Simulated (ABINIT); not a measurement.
# Quasiparticle gap of BaTiO3 (P4mm) in ABINIT, part 3 of 3

How does a plane-wave GW calculation on BaTiO3 (P4mm) run from the first input to the gap?

ABINIT 10.8.3; LDA and many-body steps on it, plane waves. Known limits of the many-body steps: not at the basis limit; no spin-orbit coupling; coarse k mesh.

So far. Step 3 (Bands along the symmetry lines): The gap is 1.765 eV, as in the run before at this level. Step 4 (Empty states on the mesh, 2×2×2 mesh, 132 bands): On this mesh the gap is 1.765 eV.

### Step 5. Screening, 2×2×2 mesh, 120 bands, screening to 106.1 eV

The RPA dielectric matrix is built and inverted for each q.

This step: RPA screening on LDA, plane waves, norm-conserving pseudopotentials.

The input, run.abi:

```
acell 3*1.0 Angstrom
rprim 
  3.990480000000 0.000000000000 0.000000000000
  0.000000000000 3.990480000000 0.000000000000
  0.000000000000 0.000000000000 4.023030000000
ntypat 3
znucl 56 22 8
natom 5
typat 1 2 3 3 3
xred 
  0.000000000000 0.000000000000 0.000000000000
  0.500000000000 0.500000000000 0.522000000000
  0.500000000000 0.500000000000 0.979000000000
  0.500000000000 0.000000000000 0.488000000000
  0.000000000000 0.500000000000 0.488000000000
pp_dirpath "pseudos"
pseudos "Ba.upf, Ti.upf, O.upf"
ecut 38
ngkpt 2 2 2
nshiftk 1
shiftk 0 0 0
kptopt 1
chksymbreak 0
istwfk *1
occopt 1
irdwfk 1
optdriver 3
nband 120
ecuteps 3.9
inclvkb 2
awtr 1
symchi 1
indata_prefix "in"
outdata_prefix "out"
tmpdata_prefix "tmp"
```

Launch:

```
OMP_NUM_THREADS=1 mpirun -n 4 abinit run.abi > log
```

Numbers of over 12 decimals in the logs are rounded to 6 here.

The log of the run:

```text
.Version 10.8.3 of ABINIT. v10.8.2 released Aug 2026.

 Symmetries : space group P4 m m (# 99); Bravais tP (primitive tetrag.)
[... echo of the input left out ...]
== DATASET  1 ==================================================================
-   mpi_nproc: 4, omp_nthreads: 1 (-1 if OMP is not activated)

--- !DatasetInfo
iteration_state: {dtset: 1, }
dimensions: {natom: 5, nkpt: 6, mband: 120, nsppol: 1, nspinor: 1, nspden: 1, mpw: 4868, }
cutoff_energies: {ecut:  38.0, pawecutdg:  -1.0, }
electrons: {nelect:   4.00000000E+01, charge:   0.00000000E+00, occopt:   1.00000000E+00, tsmear:   1.00000000E-02, }

 SCREENING: Calculation of the susceptibility and dielectric matrices

 Based on a program developped by R.W. Godby, V. Olevano, G. Onida, and L. Reining.
 Incorporated in ABINIT by V. Olevano, G.-M. Rignanese, and M. Torrent.
.Using double precision arithmetic ; gwpc =  8

[... cell and pseudopotentials left out ...]
--------------------------------------------------------------------------------

 ==== K-mesh for the wavefunctions ====
 Number of points in the irreducible wedge :     6
[... list of points left out ...]
 Together with  8 symmetry operations and time-reversal symmetry
 yields     8 points in the full Brillouin Zone.

 ==== Q-mesh for the screening function ====
 Number of points in the irreducible wedge :     6
[... list of points left out ...]
 Together with  8 symmetry operations and time-reversal symmetry
 yields     8 points in the full Brillouin Zone.

 setmesh: FFT mesh size selected  =    27x   27x   27
          total number of points  =        19683

 vcoul_init : cutoff-mode = AUXILIARY_FUNCTION
 q-points for optical limit:   1
     1)      0.000010    0.000020    0.000030

- screening: taking advantage of time-reversal symmetry
- Maximum band index for partially occupied states nbvw = 20
- Remaining bands to be divided among processors   nbcw = 100
- Number of bands treated by each node ~25

 Number of electrons calculated from density =   40.0000; Expected =   40.0000
 average of density, n =  0.092525
 r_s =    1.3716
 omega_plasma =   29.3417 [eV]

 calculating chi0 at frequencies [eV] :
  1    0.000000E+00    0.000000E+00
  2    0.000000E+00    2.934172E+01

--------------------------------------------------------------------------------
  q-point number  1        q = ( 0.000000, 0.000000, 0.000000) [r.l.u.]
--------------------------------------------------------------------------------
[... chi0 elements left out ...]
 For q-point:  0.000010 0.000020 0.000030
  dielectric constant =   7.8701
  dielectric constant without local fields =   8.7965

  Average fulfillment of the sum rule on Im[epsilon] for q-point    1 :     65.19  [%]
[... wings left out ...]
  q-point number  2        q = ( 0.500000, 0.000000, 0.000000) [r.l.u.]
--------------------------------------------------------------------------------
[... chi0 elements left out ...]
  Average fulfillment of the sum rule on Im[epsilon] for q-point    2 :     72.09  [%]

 [... 4 further q-points ...]
```

The job ended after 16 s (4 MPI ranks of Arm Neoverse V2, shared host; peak memory 0.78 GiB; 65 s of CPU time).

Numbers from this step:

```yaml
eps_infinity_with_local_fields_on_this_mesh_along_the_program_s_q_direction: 7.870
the_same_without_local_fields: 8.796
plasma_frequency: 29.34 eV
plane_waves_in_the_screening_matrix: 171
```

Local fields lower ε∞ by 11 %. On a Γ-centred mesh this coarse the value itself is usually too large, while a short band sum pulls it down.

### Step 6. Self-energy, 2×2×2 mesh, 120 bands, screening to 106.1 eV

The self-energy is evaluated for the states that the input lists, and the levels follow from it, in one-shot runs by the linearised quasiparticle equation.

This step: G0W0 on LDA, plane waves, norm-conserving pseudopotentials.

Edit run.abi of step 5 so:

```diff
@@ -26,8 +26,25 @@
 irdwfk 1
-optdriver 3
+optdriver 4
 nband 120
+gwcalctyp 0
+ecutsigx 38
+symsigma 1
+nkptgw 6
+kptgw 
+  0.0000000000 0.0000000000 0.0000000000
+  0.5000000000 0.0000000000 0.0000000000
+  0.5000000000 0.5000000000 0.0000000000
+  0.0000000000 0.0000000000 0.5000000000
+  0.5000000000 0.0000000000 0.5000000000
+  0.5000000000 0.5000000000 0.5000000000
+bdgw 
+  12 24
+  12 24
+  12 24
+  12 24
+  12 24
+  12 24
 ecuteps 3.9
-inclvkb 2
-awtr 1
-symchi 1
+irdscr 1
+ppmodel 1
 indata_prefix "in"
```

The log of the run:

```text
.Version 10.8.3 of ABINIT. v10.8.2 released Aug 2026.

 Symmetries : space group P4 m m (# 99); Bravais tP (primitive tetrag.)
[... echo of the input left out ...]
== DATASET  1 ==================================================================
-   mpi_nproc: 4, omp_nthreads: 1 (-1 if OMP is not activated)

--- !DatasetInfo
iteration_state: {dtset: 1, }
dimensions: {natom: 5, nkpt: 6, mband: 120, nsppol: 1, nspinor: 1, nspden: 1, mpw: 4868, }
cutoff_energies: {ecut:  38.0, pawecutdg:  -1.0, }
electrons: {nelect:   4.00000000E+01, charge:   0.00000000E+00, occopt:   1.00000000E+00, tsmear:   1.00000000E-02, }

 SIGMA: Calculation of the GW corrections

 Based on a program developped by R.W. Godby, V. Olevano, G. Onida, and L. Reining.
 Incorporated in ABINIT by V. Olevano, G.-M. Rignanese, and M. Torrent.
.Using double precision arithmetic ; gwpc =  8

[... cell and pseudopotentials left out ...]
--------------------------------------------------------------------------------

 ==== K-mesh for the wavefunctions ====
 Number of points in the irreducible wedge :     6
[... list of points left out ...]
 Together with  8 symmetry operations and time-reversal symmetry
 yields     8 points in the full Brillouin Zone.

 ==== Q-mesh for screening function ====
 Number of points in the irreducible wedge :     6
[... list of points left out ...]
 Together with  8 symmetry operations and time-reversal symmetry
 yields     8 points in the full Brillouin Zone.

 vcoul_init : cutoff-mode = AUXILIARY_FUNCTION
 q-points for optical limit:   1
     1)      0.000010    0.000020    0.000030
 setmesh: FFT mesh size selected  =    45x   45x   45
          total number of points  =        91125

 Number of electrons calculated from density =   40.0000; Expected =   40.0000
 average of density, n =  0.092525
 r_s =    1.3716
 omega_plasma =   29.3417 [eV]

 === KS Band Gaps ===
  >>>> For spin  1
   Minimum direct gap =   2.1381 [eV], located at k-point      :   0.0000  0.0000  0.0000
   Fundamental gap    =   1.7651 [eV], Top of valence bands at :   0.5000  0.5000  0.5000
                                       Bottom of conduction at :   0.0000  0.0000  0.0000
 SIGMA fundamental parameters:
 PLASMON POLE MODEL  1
 number of plane-waves for SigmaX                 4865
 number of plane-waves for SigmaC and W            171
 number of plane-waves for wavefunctions          4865
 number of bands                                   120
 number of independent spin polarizations            1
 number of spinorial components                      1
 number of k-points in IBZ                           6
 number of q-points in IBZ                           6
 number of symmetry operations                       8
 number of k-points in BZ                            8
 number of q-points in BZ                            8
 number of frequencies for dSigma/dE                 9
 frequency step for dSigma/dE [eV]                0.25
 number of omega for Sigma on real axis              0
 max omega for Sigma on real axis  [eV]           0.00
 zcut for avoiding poles [eV]                     0.10

 EPSILON^-1 parameters (SCR file):
 dimension of the eps^-1 matrix on file            171
 dimension of the eps^-1 matrix used               171
 number of plane-waves for wavefunctions          4865
 number of bands                                   120
 number of q-points in IBZ                           6
 number of frequencies                               2
 number of real frequencies                          1
 number of imag frequencies                          1

 matrix elements of self-energy operator (all in [eV])

 Perturbative Calculation

--- !SelfEnergy_ee
iteration_state: {dtset: 1, }
kpoint     : [   0.000,    0.000,    0.000, ]
spin       : 1
KS_gap     :    2.138
QP_gap     :    3.838
Delta_QP_KS:    1.700
data: !SigmaeeData |
     Band     E0 <VxcDFT>   SigX SigC(E0)      Z dSigC/dE  Sig(E)    E-E0       E
       12   3.983 -18.689 -24.064   5.057   0.776  -0.288 -18.936  -0.247   3.736
       13   4.004 -18.519 -23.812   5.010   0.767  -0.304 -18.736  -0.217   3.787
       14   4.004 -18.519 -23.812   5.010   0.767  -0.304 -18.736  -0.217   3.787
       15   4.936 -18.657 -23.579   4.873   0.767  -0.303 -18.695  -0.037   4.899
       16   4.936 -18.657 -23.579   4.873   0.767  -0.303 -18.695  -0.037   4.899
       17   5.162 -18.613 -23.739   5.091   0.751  -0.332 -18.639  -0.026   5.136
       18   5.924 -20.010 -24.787   4.844   0.770  -0.298 -19.958   0.052   5.976
       19   5.989 -19.810 -24.479   4.749   0.771  -0.297 -19.748   0.062   6.051
       20   5.989 -19.810 -24.479   4.749   0.771  -0.297 -19.748   0.062   6.051
       21   8.127 -18.690 -10.860  -5.587   0.785  -0.273 -16.928   1.762   9.888
[...]
--- !SelfEnergy_ee
iteration_state: {dtset: 1, }
kpoint     : [   0.500,    0.000,    0.000, ]
spin       : 1
KS_gap     :    3.238
QP_gap     :    5.043
Delta_QP_KS:    1.806
data: !SigmaeeData |
     Band     E0 <VxcDFT>   SigX SigC(E0)      Z dSigC/dE  Sig(E)    E-E0       E
[...]
--- !SelfEnergy_ee
iteration_state: {dtset: 1, }
kpoint     : [   0.500,    0.500,    0.000, ]
spin       : 1
KS_gap     :    3.712
QP_gap     :    5.475
Delta_QP_KS:    1.763
data: !SigmaeeData |
     Band     E0 <VxcDFT>   SigX SigC(E0)      Z dSigC/dE  Sig(E)    E-E0       E
[...]
--- !SelfEnergy_ee
iteration_state: {dtset: 1, }
kpoint     : [   0.000,    0.000,    0.500, ]
spin       : 1
KS_gap     :    2.638
QP_gap     :    4.453
Delta_QP_KS:    1.815
data: !SigmaeeData |
     Band     E0 <VxcDFT>   SigX SigC(E0)      Z dSigC/dE  Sig(E)    E-E0       E
[...]
--- !SelfEnergy_ee
iteration_state: {dtset: 1, }
kpoint     : [   0.500,    0.000,    0.500, ]
spin       : 1
KS_gap     :    3.824
QP_gap     :    5.572
Delta_QP_KS:    1.748
data: !SigmaeeData |
     Band     E0 <VxcDFT>   SigX SigC(E0)      Z dSigC/dE  Sig(E)    E-E0       E
[...]
--- !SelfEnergy_ee
iteration_state: {dtset: 1, }
kpoint     : [   0.500,    0.500,    0.500, ]
spin       : 1
KS_gap     :    4.231
QP_gap     :    5.930
Delta_QP_KS:    1.699
data: !SigmaeeData |
     Band     E0 <VxcDFT>   SigX SigC(E0)      Z dSigC/dE  Sig(E)    E-E0       E
[...]
20   6.362 -19.799 -24.751   5.076   0.766  -0.306 -19.704   0.096   6.457
       21  10.593 -21.588 -13.000  -6.058   0.709  -0.410 -19.793   1.794  12.387
       22  10.608 -21.603 -13.207  -5.882   0.744  -0.344 -19.732   1.871  12.479
       23  10.608 -21.603 -13.207  -5.882   0.744  -0.344 -19.732   1.871  12.479
       24  12.778 -13.701  -7.896  -4.419   0.821  -0.218 -12.564   1.137  13.915

 New Fermi energy :        3.003448E-01 Ha ,    8.172798E+00 eV

 === QP Band Gaps ===
  >>>> For spin  1
   Minimum direct gap =   3.8377 [eV], located at k-point      :   0.0000  0.0000  0.0000
   Fundamental gap    =   3.4313 [eV], Top of valence bands at :   0.5000  0.5000  0.5000
                                       Bottom of conduction at :   0.0000  0.0000  0.0000

== END DATASET(S) ==============================================================
================================================================================

 -outvars: echo values of variables after computation  --------
           etotal      0.0000000000E+00
            nband         120
             nkpt           6
          spgroup          99
 [... the other variables as echoed above ...]

 Calculation completed.
```

It took 25 s on 4 MPI ranks; peak memory 0.78 GiB; 1.7 min of CPU time.

This step gave:

| Property | Result |
| --- | --- |
| G0W0 gap on the mesh | 3.431 eV |
| starting gap on the mesh | 1.765 eV |
| k of the valence top | 0.5, 0.5, 0.5 |
| k of the conduction bottom | 0, 0, 0 |
| Z at the valence top | 0.766 |
| Z at the conduction bottom | 0.785 |
| least direct G0W0 gap on the computed points | 3.837 eV |

The gap on the mesh goes from 1.77 eV to 3.43 eV, a correction of +1.67 eV.

Limits: finite bands, cutoff and mesh; no spin-orbit coupling; coarse k mesh. v1 is the top filled band, c1 the lowest empty one. Levels before and after the correction, in eV, zero at the valence-band top of each column:

```csv
,conduction bottom,valence top
Kohn-Sham,1.77,0.00
G0W0,3.43,0.00
```

|  | level | energy (eV) |
| --- | --- | --- |
| Kohn-Sham | Γ v3 | -0.437 |
| Kohn-Sham | Γ v2-v1 | -0.373 |
| Kohn-Sham | Γ c1 | 1.765 |
| Kohn-Sham | Γ c2-c3 | 2.144 |
| Kohn-Sham | (0.5 0.5 0.5) v3-v2 | -0.174 |
| Kohn-Sham | (0.5 0.5 0.5) v1 | 0.000 |
| Kohn-Sham | (0.5 0.5 0.5) c1 | 4.232 |
| Kohn-Sham | (0.5 0.5 0.5) c2-c3 | 4.246 |
| G0W0 | Γ v3 | -0.481 |
| G0W0 | Γ v2-v1 | -0.406 |
| G0W0 | Γ c1 | 3.431 |
| G0W0 | Γ c2-c3 | 3.782 |
| G0W0 | (0.5 0.5 0.5) v3-v2 | -0.189 |
| G0W0 | (0.5 0.5 0.5) v1 | 0.000 |
| G0W0 | (0.5 0.5 0.5) c1 | 5.930 |
| G0W0 | (0.5 0.5 0.5) c2-c3 | 6.022 |

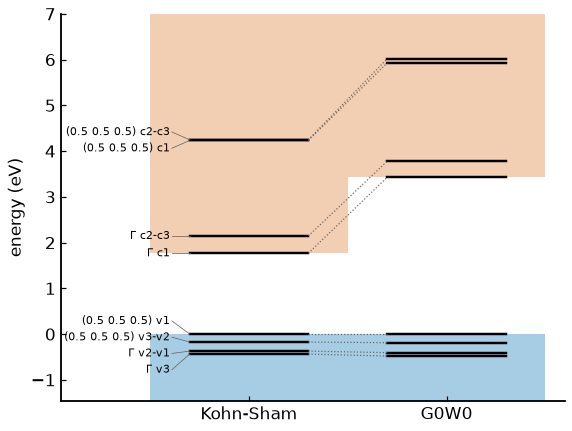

Levels before and after the correction. Shaded: valence and conduction bands.

### Step 7. Where the time went

Times are wall times on 4 MPI ranks of Arm Neoverse V2, shared host, good to a factor of about two.

```csv
step,time,share,memory (GiB)
ground state,63 s,33 %,0.39
bands along the symmetry lines,47 s,25 %,0.44
empty states on the mesh,38 s,20 %,0.34
screening,16 s,9 %,0.78
self-energy,25 s,13 %,0.78
```

### Step 8. Summary of results

```yaml
lda_gap: 1.77 eV, indirect
g0w0_gap_on_the_mesh: 3.43 eV
gw_settings: 2×2×2 mesh, 120 bands, screening to 106.1 eV, Godby-Needs plasmon pole
known_limits: not at the basis limit; no spin-orbit coupling; coarse k mesh
```

In words: G0W0 moves the gap on the mesh from 1.77 eV to 3.43 eV (+1.67 eV), with Z of 0.77 and 0.79 at the edges. Local fields lower the RPA ε∞ on this mesh from 8.80 to 7.87; a Γ-centred mesh this coarse tends to raise both, most where the direct gap is narrow, while a short band sum lowers them. Bands and cutoff are finite, so the gap is not at the basis limit. The miss can reach some tenths of an eV and take either sign; the mesh is an error of its own. The 2×2×2 mesh is coarse for this cell, which bears on the long-range parts of exchange and screening. The many-body steps are scalar-relativistic: spin-orbit coupling is not in them.

[Paths, hosts, dates, memory and timing lines, banners, echoed tables and standing remarks are left out of the program output.]

[Logs are printed without paths, hosts, clocks, repeated set-up lines and the standing remarks that a program may print on its own settings, such as how far it seeks lower states.]

[Runs of the session that timed out or met a known fault of the program may be left out.]

[Hosts, paths, dates, database ids (printed as entryN), source tags and the programs' standing remarks are cut or masked in the printed files.]

[G0W0 gaps are taken among the corrected bands and points alone; a level outside them can change the order at an edge.]

[Where Ansatz stands beside ABINIT at settings called matched, ABINIT's density can come from a denser mesh and the files from another edition; pairs whose starting gaps differed by over 0.03 eV were left out, so agreement reads better than it is.]
